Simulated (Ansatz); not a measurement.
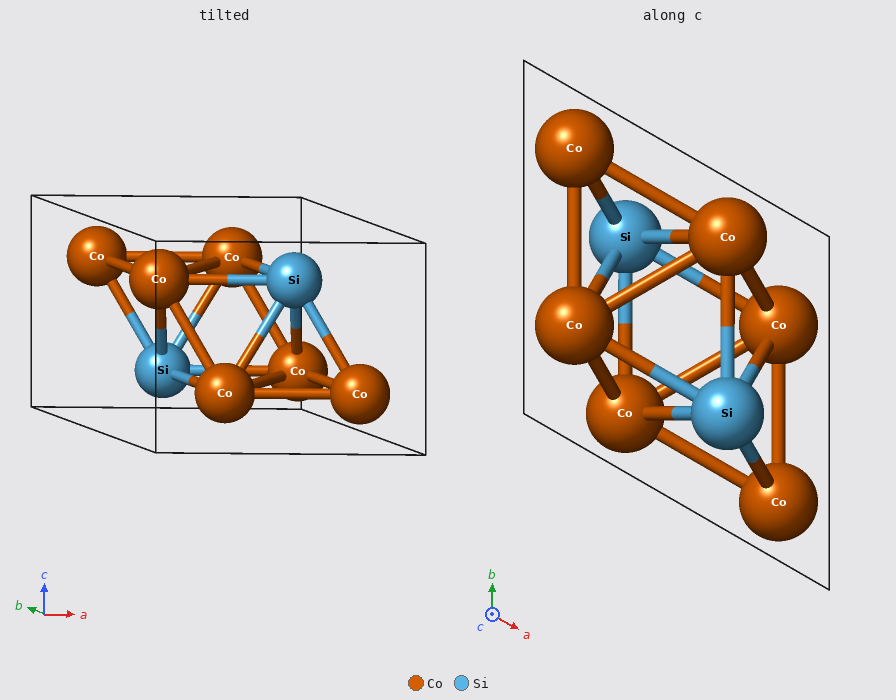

Drawn in the ball-and-stick manner and seen slightly off an axis and along the c axis. Lines trace the edges of the conventional unit cell. Cell: a = 4.89 Å, b = 4.89 Å, c = 3.90 Å, α = 90.00°, β = 90.00°, γ = 120.00°.

The initial geometry was a structure listed in the Materials Project. Earlier steps of the study, as a rule a relaxation of our own, may have changed the cell and positions, so they can lie some per cent off the listed ones. It went into a calculation with Ansatz.

Question: What can be read from this drawing?

Answer: It has the composition Co3Si. Space group P6_3/mmc (No. 194), lattice primitive hexagonal. The cell has 8 atoms, namely 6 Co, 2 Si. The coordination shell of Co holds eight Co and four Si in an anticuboctahedral arrangement (about 2.4 Å to Co, 2.4 Å to Si). Si is surrounded by twelve Co in an anticuboctahedral arrangement at about 2.4 Å. The bonds build a three-dimensional framework.

Theory: DFT PBEsol, scalar-relativistic, plane waves, PAW (Ansatz). Numerical settings: an energy cutoff of 420 eV, Brillouin-zone sampling on a 12×12×10 mesh, Gaussian smearing of 0.1 eV, no spin polarisation (a spin-restricted run, not always the ground state).

Question: How large a gap does the method give, if there is one?

Answer: A metal: bands cross the Fermi level.

Question: How are the electrons shared out in a Bader analysis?

Answer: Co -0.16 e; Si +0.49 e.

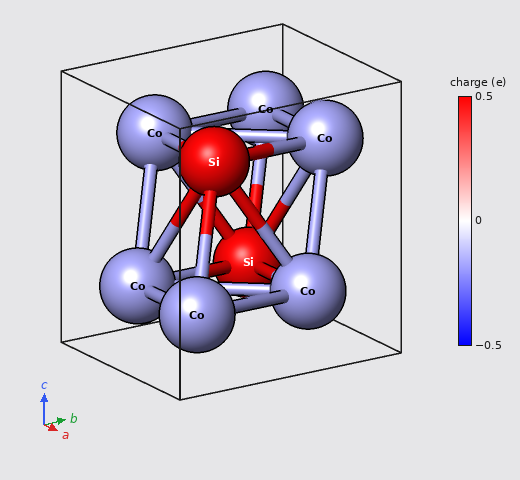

The atoms coloured by those charges. The run's cell of 8 atoms is drawn.

Question: Are forces and stress small enough to call this relaxed?

Answer: Yes. All forces vanish to within 0.01 eV/Å. The pressure is 0.0 GPa, close to zero.
